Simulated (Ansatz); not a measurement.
Structure data:

```xyz
6
Lattice="3.1857 0.0000 0.0000 -1.5928 2.7589 0.0000 0.0000 0.0000 12.1011" Properties=species:S:1:pos:R:3 pbc="T T T"
W     0.0000    1.8393    9.0758
W     1.5928    0.9196    3.0253
S     0.0000    1.8393    1.4618
S     1.5928    0.9196    7.5124
S     0.0000    1.8393    4.5888
S     1.5928    0.9196   10.6393
```

**Give a crystallographic description of this input.**

The structure is one of WS2. The symmetry is that of P6_3/mmc (No. 194), on a primitive hexagonal lattice. The structure is of the kind named 2H molybdenite (MoS₂) type. The cell has 6 atoms, namely 2 W, 4 S. About every W there are six S in a trigonal prismatic arrangement at 2.41 Å. About every S there are three W in a trigonal pyramidal arrangement at 2.41 Å. Not all metal-metal contacts are counted. The bonds build WS2 layers parallel to (001).

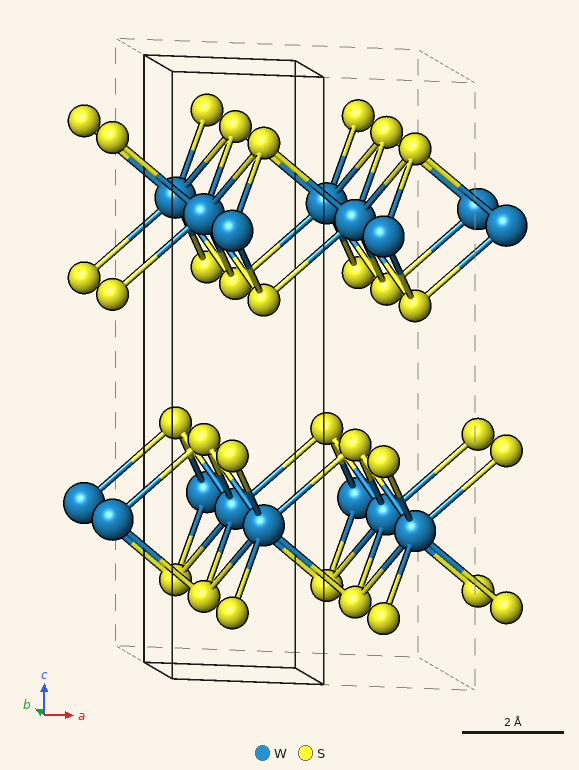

The figure gives a ball-and-stick picture of the atoms, viewed slightly off an axis. Solid lines give the conventional unit cell, repeated here 2×2×1 times. Every bond is drawn to its end, so some atoms lie outside the box.

The structure was taken from a structure listed in the Materials Project. It was relaxed with DFT PBE+D3(BJ), scalar-relativistic, plane waves, PAW in Ansatz 0.2.0 under a constraint or pressure on the cell, so some stress remains.
